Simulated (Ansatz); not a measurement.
## TiO$_{2}$: geometry relaxation (part 2 of 2)

Continued. System: TiO$_{2}$ (I4₁/amd, 6 atoms in the cell). Method: DFT PBE, scalar-relativistic, plane waves, PAW, no spin polarisation (Ansatz 0.2.0); cutoff 420 eV, 10×10×10 k-mesh, Gaussian smearing of 0.02 eV. The structure derives from a Materials Project entry.

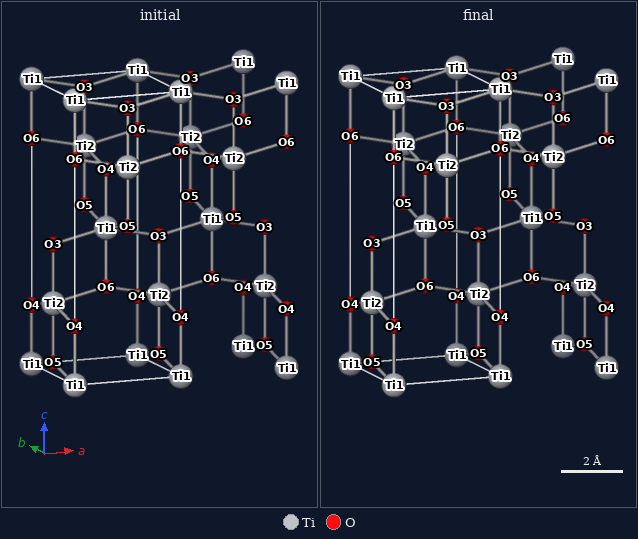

Before (left) and after (right) the relaxation, at one scale (ball-and-stick view of the cell 2 times as large as that of the calculation, set on its symmetry axes, repeated 2 × 1 × 1, seen slightly off an axis). The energy falls by 2.0 meV per atom in 3 geometry steps. Largest force component: 0.048 eV/Å at the start, 0.0012 eV/Å at the end. The pressure goes from 3.41 to 0.01 GPa. 1 further SCF at an unchanged geometry re-selected the plane-wave basis for the new cell. The largest moves relative to the cell, 0.007 Å, are those of O3, O4, O5 and O6. Ti stays in place. The drawn cell changes as follows: a = b 3.783 → 3.799 Å (+0.4 %), c 9.615 → 9.698 Å (+0.9 %); the volume changes by +1.8 %. Distances before and after: Ti1–O4 1.992 → 2.002 Å, Ti1–O3 1.936 → 1.946 Å. The space group stays I4_1/amd (No. 141). The energy change given includes the shifts at the re-selections in mid-walk, which come without any move. A last SCF at the same geometry on a re-selected plane-wave basis shifts the energy by next to nothing (0.0 meV per atom). (Atoms are counted from 1 in the order of the input.)

```
basis re-selected at this cell: Δ(F+E_penalty+E_count) = -2.488e-4 eV, ΔP = +0.004 GPa vs the last step (what re-selecting the basis moved, of the pressure what is left beyond the Pulay correction that the steps carried, after the strain that the cell walked since its last selection, with what the two solves' SCF thresholds leave and, on support functions, any second-order correction that the steps lacked; it is no measure of the basis error at this ecutwfc). This SCF's stress stands 4.27e-2 GPa from its target on what of the cell is left free (relax.cell.stress_tol is 5.00e-2 GPa) and its largest allowed force component is 1.21e-3 eV/Å (relax.f_tol is 5.00e-3 eV/Å): within both
SCF converged after 6 iterations
Free energy (F): -7277.499881 eV
Harris-Foulkes:  -7277.499881 eV  (|F-HF|=2.46e-11)
Internal energy: -7277.499881 eV  (E = F + TS)
E sigma→0 (E₀):  -7277.499881 eV
Fermi energy:    8.031777 eV
--- Per-component energies (eV) ---
  E_band       = -471.277997
  E_kinetic    = 1244.866128
  E_local      = -3616.079410  (includes V_loc(G=0)·N_el)
  E_nonlocal   = 196.372323
  E_hartree    = 1401.054515
  E_xc         = -492.101567
  E_vxc        = -623.122974  (∫ρ·V_xc dr)
  E_paw        = -2721.733817  (= ΣΔE_a)
  E_vpaw       = -475.433290  (= ΣTr[D̂ρ^β])
  E_aug_tail   = 0.010155  (compensation charges beyond the density's cutoff)
  E_ewald      = -3289.888208
  E_smearing   = -0.000000  (= −TS)
  E_closure    = 0.000000  (closes the sum)
  Σ components = -7277.499881   (vs F -7277.499881, Δ=0.00e0)
--- Forces (eV/Å), atoms counted from 1 ---
  atom   1  Ti     0.00000000     0.00000000     0.00000000
  atom   2  Ti    -0.00000000    -0.00000000     0.00000000
  atom   3  O     -0.00000000     0.00000000     0.00121000
  atom   4  O      0.00000000     0.00000000     0.00121000
  atom   5  O      0.00000000    -0.00000000    -0.00121000
  atom   6  O     -0.00000000     0.00000000    -0.00121000
  max |Σ_I F_I| component: 7.59e-18 eV/Å
--- Stress (GPa, compression-positive) ---
       -0.006595      -0.000000       0.000000
       -0.000000      -0.006595      -0.000000
       -0.000000      -0.000000       0.042668
  P = ⅓ Tr σ = 0.0098 GPa (0.098 kbar)
--- Band table (eV; the first three rows and the last of 102) ---
  k-point 0: bands = ["-49.4288", "-49.3770", "-25.8692", "-25.6527", "-25.6527", "-25.5907", "-25.5907", "-25.5140", "-10.5818", "-9.5620", "-9.4885", "-9.1078", "3.0921", "3.1959", "3.1959", "3.5992", "4.9839", "4.9839", "5.0111", "6.1820", "6.1820", "6.1906", "6.5542", "6.5542", "9.0993", "9.7675", "10.9560", "10.9560", "10.9616", "10.9616"]
  k-point 1: bands = ["-49.4272", "-49.3779", "-25.8680", "-25.6692", "-25.6585", "-25.6000", "-25.5911", "-25.5112", "-10.4896", "-9.5073", "-9.4498", "-9.0839", "2.9968", "3.0803", "3.0863", "3.6136", "4.7909", "5.0728", "5.1208", "5.9631", "5.9821", "6.0955", "6.2370", "6.6691", "9.5077", "9.8301", "10.5330", "10.7377", "10.7945", "10.9070"]
  k-point 2: bands = ["-49.4225", "-49.3806", "-25.8649", "-25.7089", "-25.6730", "-25.6245", "-25.5900", "-25.5091", "-10.2351", "-9.3698", "-9.3436", "-9.0234", "2.6289", "2.8478", "3.0395", "3.7096", "4.3879", "4.8723", "5.0807", "5.3417", "5.4058", "5.8482", "6.3823", "6.7739", "9.8654", "10.0888", "10.2570", "10.5613", "10.6013", "11.0310"]
  k-point 101: bands = ["-49.4030", "-49.4030", "-25.6945", "-25.6945", "-25.6732", "-25.6732", "-25.5700", "-25.5700", "-10.0368", "-10.0368", "-9.3555", "-9.3555", "3.2735", "3.2735", "3.3445", "3.3445", "5.0053", "5.0053", "5.6446", "5.6446", "5.7408", "5.7408", "6.8728", "6.8728", "9.4226", "9.4226", "10.6839", "10.6839", "11.2432", "11.2432"]
--- Relaxed structure (4 steps of the walk, 4 accepted, 2 SCFs on fresh bases) ---
  F+E_penalty+E_count = -7277.49988148 eV   max|allowed force component| = 1.210e-3 eV/Å   (the final SCF, on the basis selected at the relaxed cell)
  cell:  # Å, volume = 69.9883 Å³
    - [-1.8995999942002522, 1.8995999942002522, 4.848873193759167]
    - [1.8995999942002522, -1.8995999942002522, 4.848873193759167]
    - [1.8995999942002522, 1.8995999942002522, -4.848873193759167]
  atoms:
    - { symbol: Ti, position: [-4.5104513351362185e-20, -4.5104513351362125e-20, -1.3325755187652035e-35] }
    - { symbol: Ti, position: [0.75, 0.24999999999999997, 0.49999999999999994] }
    - { symbol: O, position: [0.9564814581700518, 0.45648145817005176, 0.49999999999999994] }
    - { symbol: O, position: [0.2064814581700517, 0.2064814581700517, -1.610556709430503e-35] }
    - { symbol: O, position: [0.5435185418299483, 0.04351854182994832, 0.5] }
    - { symbol: O, position: [0.7935185418299483, 0.7935185418299483, -1.756446193869778e-34] }
```

### Trajectory as extended XYZ (Å, eV, eV/Å), 6 frames, from step=1 to step=6
```
6
Lattice="-1.8913 1.8913 4.8075 1.8913 -1.8913 4.8075 1.8913 1.8913 -4.8075" Properties=species:S:1:pos:R:3:forces:R:3 step=1 energy=-7277.48781 pressure_GPa=3.41
Ti    0.0000    0.0000    0.0000    0.0000   0.0000   0.0000
Ti    0.0000    1.8913    2.4038    0.0000   0.0000   0.0000
O     0.0000    1.8913    4.3955    0.0000   0.0000   0.0481
O     0.0000    0.0000    1.9918    0.0000   0.0000   0.0481
O     0.0000    1.8913    0.4120    0.0000   0.0000  -0.0481
O     0.0000    0.0000    7.6232    0.0000   0.0000  -0.0481
6
Lattice="-1.8974 1.8974 4.8313 1.8974 -1.8974 4.8313 1.8974 1.8974 -4.8313" Properties=species:S:1:pos:R:3:forces:R:3 step=2 energy=-7277.49501 pressure_GPa=0.98
Ti    0.0000    0.0000    0.0000    0.0000   0.0000   0.0000
Ti    0.0000    1.8974    2.4157    0.0000   0.0000   0.0000
O     0.0000    1.8974    4.4144    0.0000   0.0000   0.0081
O     0.0000    0.0000    1.9988    0.0000   0.0000   0.0081
O     0.0000    1.8974    0.4169    0.0000   0.0000  -0.0081
O     0.0000    0.0000    7.6639    0.0000   0.0000  -0.0081
6
Lattice="-1.8998 1.8998 4.8429 1.8998 -1.8998 4.8429 1.8998 1.8998 -4.8429" Properties=species:S:1:pos:R:3:forces:R:3 step=3 energy=-7277.49463 pressure_GPa=0.01
Ti    0.0000    0.0000    0.0000    0.0000   0.0000   0.0000
Ti    0.0000    1.8998    2.4214    0.0000   0.0000   0.0000
O     0.0000    1.8998    4.4230    0.0000   0.0000  -0.0026
O     0.0000    0.0000    2.0016    0.0000   0.0000  -0.0026
O     0.0000    1.8998    0.4198    0.0000   0.0000   0.0026
O     0.0000    0.0000    7.6842    0.0000   0.0000   0.0026
6
Lattice="-1.8998 1.8998 4.8429 1.8998 -1.8998 4.8429 1.8998 1.8998 -4.8429" Properties=species:S:1:pos:R:3:forces:R:3 step=4 energy=-7277.49987 pressure_GPa=0.15
Ti    0.0000    0.0000    0.0000    0.0000   0.0000   0.0000
Ti    0.0000    1.8998    2.4214    0.0000   0.0000   0.0000
O     0.0000    1.8998    4.4230    0.0000   0.0000  -0.0025
O     0.0000    0.0000    2.0016    0.0000   0.0000  -0.0025
O     0.0000    1.8998    0.4198    0.0000   0.0000   0.0025
O     0.0000    0.0000    7.6842    0.0000   0.0000   0.0025
6
Lattice="-1.8996 1.8996 4.8489 1.8996 -1.8996 4.8489 1.8996 1.8996 -4.8489" Properties=species:S:1:pos:R:3:forces:R:3 step=5 energy=-7277.49963 pressure_GPa=0.01
Ti    0.0000    0.0000    0.0000    0.0000   0.0000   0.0000
Ti    0.0000    1.8996    2.4244    0.0000   0.0000   0.0000
O     0.0000    1.8996    4.4268    0.0000   0.0000   0.0012
O     0.0000    0.0000    2.0024    0.0000   0.0000   0.0012
O     0.0000    1.8996    0.4220    0.0000   0.0000  -0.0012
O     0.0000    0.0000    7.6953    0.0000   0.0000  -0.0012
6
Lattice="-1.8996 1.8996 4.8489 1.8996 -1.8996 4.8489 1.8996 1.8996 -4.8489" Properties=species:S:1:pos:R:3:forces:R:3 step=6 energy=-7277.49988 pressure_GPa=0.01
Ti    0.0000    0.0000    0.0000    0.0000   0.0000   0.0000
Ti    0.0000    1.8996    2.4244    0.0000   0.0000   0.0000
O     0.0000    1.8996    4.4268    0.0000   0.0000   0.0012
O     0.0000    0.0000    2.0024    0.0000   0.0000   0.0012
O     0.0000    1.8996    0.4220    0.0000   0.0000  -0.0012
O     0.0000    0.0000    7.6953    0.0000   0.0000  -0.0012
```

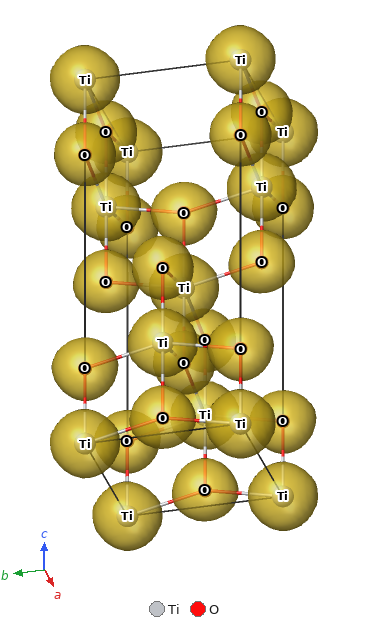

Isosurface of the valence electron density at 1 e/Å³ (yellow), seen at an oblique angle. Sticks mark near contacts. The outline is the cell set on symmetry axes. At this value the density breaks into separate islands; it holds about 70 % of the electrons treated as valence (semicore included). It is pinched off along the Ti–O (1.95 Å) and Ti–O (2.00 Å) contacts. On the grid the lowest density along these lines, outside the cores, is 0.72 e/Å³ (Ti–O, 1.95 Å) and 0.64 e/Å³ (Ti–O, 2.00 Å). The fields are those of the smooth PAW valence density.

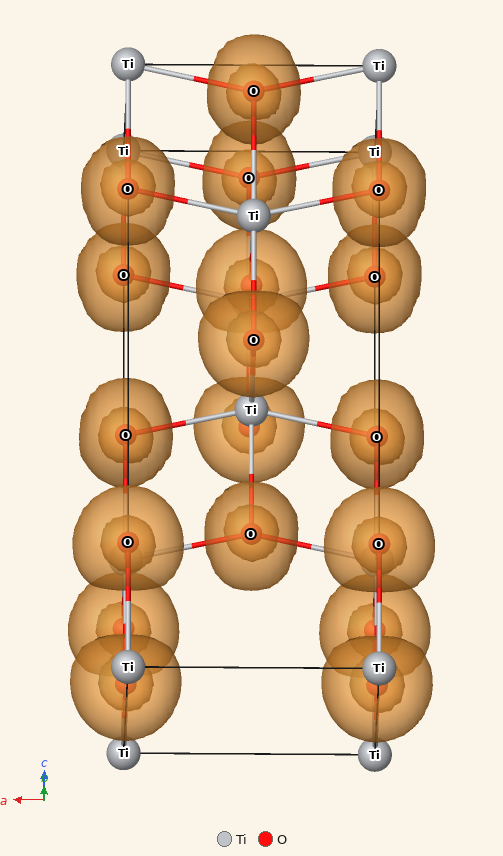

Isosurface of the electron localisation function at 0.75 (orange), seen at an oblique angle. Core shells and regions of very low density are left out. Sticks mark near contacts. The outline is the cell set on symmetry axes. Along the contacts the grid gives the following. Ti–O (1.95 Å): the ELF is about 0.20 at the midpoint. Ti–O (2.00 Å): the ELF is about 0.20 at the midpoint.

The run was set up as follows.

### Input file
```yaml
crystal:
  lattice:
    - [-1.89126984, 1.89126984, 4.8075107874]
    - [1.89126984, -1.89126984, 4.8075107874]
    - [1.89126984, 1.89126984, -4.8075107874]
  atoms:
    - { symbol: Ti, position: [0.0, 0.0, 0.0] }
    - { symbol: Ti, position: [0.75, 0.25, 0.5] }
    - { symbol: O, position: [0.95715212, 0.45715212, 0.5] }
    - { symbol: O, position: [0.20715212, 0.20715212, 0.0] }
    - { symbol: O, position: [0.54284788, 0.04284788, 0.5] }
    - { symbol: O, position: [0.79284788, 0.79284788, 0.0] }
basis:
  ecutwfc: 420
kpoints:
  mp_grid: { grid: [10, 10, 10] }
hamiltonian:
  xc: pbe
scf:
  occupations: { method: gaussian, width: 0.02 }
output:
  forces: true
  stress: true
  eigenvalues: true
  write_density: true
  write_potential: true
  elf: true
  volumetric_format: npy
relax:
  adjacent_minimum: "off"
  f_tol: 0.005
  max_steps: 80
  cell: { stress_tol: 0.05 }
```

Launched with:
```bash
ansatz run input.yaml --threads 8 --pin off --max-ram 16384MiB --backend cpu --events-out ev --progress --plain --runs-dir out
```

### Results in brief

```tsv
quantity	value
outcome	converged
space group (tolerance 0.01 Å)	I4₁/amd (141)
electrons treated	48
free energy	−7277.4999 eV
Fermi energy	8.032 eV
gap on the k-point mesh	2.14 eV
pressure	0.01 GPa
final volume	69.99 Å³
largest force (length of the vector) at the end	0.001 eV/Å
final cell	a = 5.543 Å, b = 5.543 Å, c = 5.543 Å, α = 139.92°, β = 139.92°, γ = 57.98°
hardware	8 threads of Arm Neoverse V2, 24 GiB of memory available, shared host
wall time	11 s (CPU time 76 s)
peak memory	0.6 GiB
```
